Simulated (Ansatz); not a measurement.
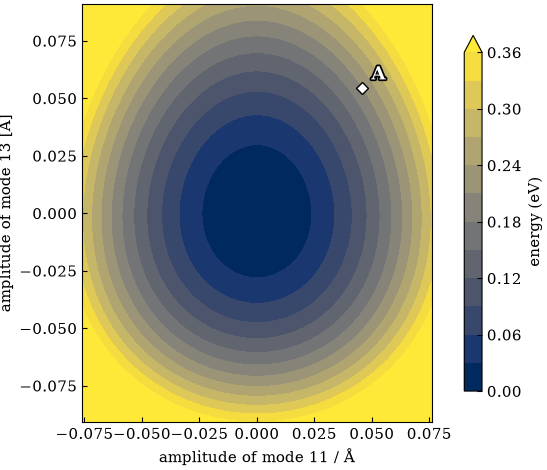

GaN (P6_3mc, No. 186; 8 atoms in the cell). 
- The energy is mapped over two normal modes frozen in (zone-centre modes of the 8-atom cell of this scan, which folds in the wave vector (0, 1/2, 0) of the primitive cell).
- The first coordinate is: amplitude of mode 11 (318 cm⁻¹), largest displacement; the second: amplitude of mode 13 (538 cm⁻¹), largest displacement.
- Nothing is relaxed (the cell and all other modes fixed).
- The scan uses an 11 × 11 grid; 66 points were computed and 55 follow by symmetry.
- Points are written as (first, second).
- Energies: eV per cell, counted from the lowest grid point.
- Theory: DFT LDA, scalar-relativistic, plane waves, PAW in Ansatz. Settings: cutoff 520 eV, k-mesh 8×6×6 in the order of the run's cell vectors, gaussian smearing 0.05 eV, no spin polarisation.

The picture shows filled contours, one colour for all values above the top of the scale, the point A. Between grid points the surface is interpolated.

> Is A at rest? If not, where is it pushed?

A, at (0.046 Å, 0.055 Å), is not a stationary point. The computed force is 5 eV for each Å towards smaller values of the first coordinate and 3.3 eV for each Å towards smaller values of the second coordinate.

PAW datasets: the set soft_1.
